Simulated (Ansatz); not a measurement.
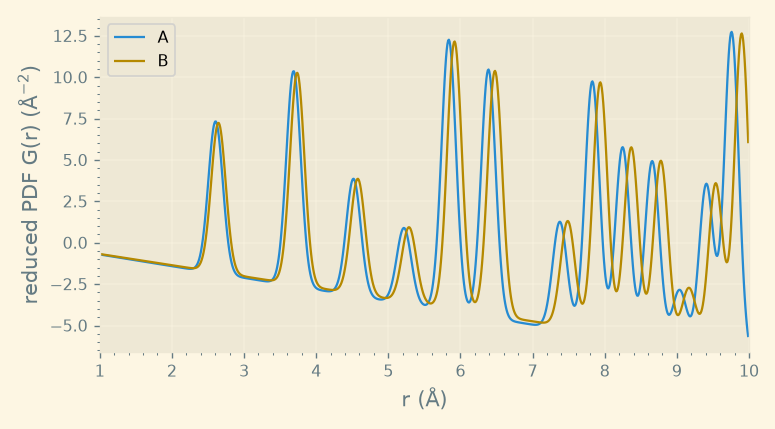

Each curve is a calculated X-ray PDF: distances of the static structure, each pair weighted by the product of the atomic numbers (X-ray weights at Q = 0), broadened by Gaussians with σ = 0.10 Å. There is no Q-range truncation. Both curves are of W in space group Pm-3m, for two cells of different size. A: the geometry relaxed with DFT, PBEsol, plane waves (420 eV) with PAW, scalar-relativistic (Ansatz 0.2.0); the starting structure was generated, so it need not be a known form of this composition; B: the end point of a relaxation with Ansatz, DFT, revPBE, plane waves (420 eV) with PAW, scalar-relativistic; the starting structure was generated, so it need not be a known form of this composition.

Question: How does the volume of B compare with that of A?

Answer: Cell B is larger: the volume of B is 4.3 % above that of A (17.77 and 18.54 Å³ per atom), a mean linear change of 1.4 %. The shortest distance is 2.610 Å in A and 2.647 Å in B.

Question: Give both cells.

Answer: Cell A: a = 2.610 Å, b = 2.610 Å, c = 2.610 Å, α = 90.00°, β = 90.00°, γ = 90.00°
Cell B: a = 2.647 Å, b = 2.647 Å, c = 2.647 Å, α = 90.00°, β = 90.00°, γ = 90.00°
